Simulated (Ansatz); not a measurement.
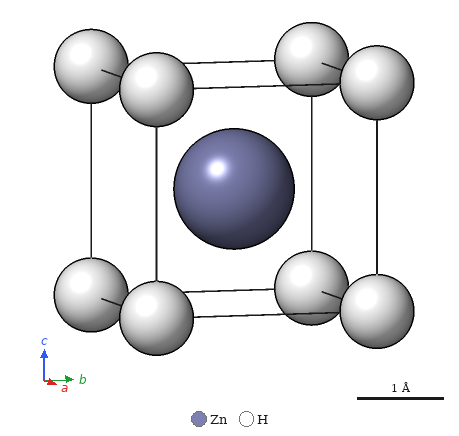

Structure drawing (spheres-only), viewed slightly off an axis. The wireframe shows the conventional unit cell. Cell: a = 2.70 Å, b = 2.70 Å, c = 2.70 Å, α = 90.00°, β = 90.00°, γ = 90.00°.

The structure comes from a random cell made by a generator, so it need not be a real form of the compound. Earlier steps of the study may have refined or changed the cell and positions. It was run through Ansatz as a DFT input.

Q: Describe the crystal.

A: The stoichiometry is ZnH. It belongs to space group Pm-3m (No. 221) and has a primitive cubic lattice. Its structure type: caesium chloride (CsCl, B2) type. The cell has 2 atoms, namely 1 Zn, 1 H.

The numbers come from DFT PBE, scalar-relativistic, plane waves, PAW (Ansatz 0.2.0), using plane waves up to 420 eV, a 20×20×20 mesh of k-points, Gaussian smearing of 0.1 eV, no spin polarisation.

Q: What is the electronic character?

A: A metal: bands cross the Fermi level.

Q: How charged are the atoms, by the Bader scheme?

A: Zn +0.32 e; H -0.32 e.

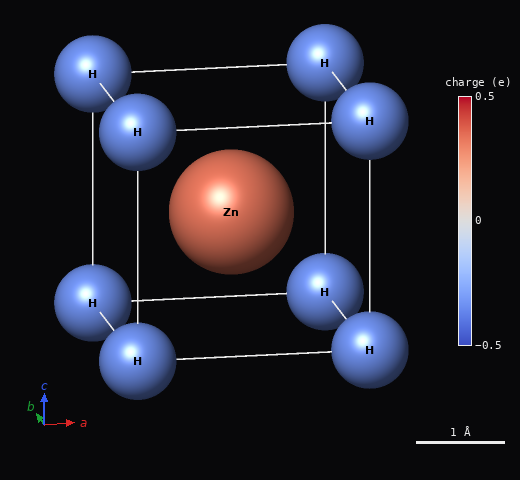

The atoms coloured by those charges. The run's cell of 2 atoms is drawn.

Q: Is the structure in equilibrium?

A: Yes. All forces vanish to within 0.01 eV/Å. The pressure is 0.0 GPa, close to zero.
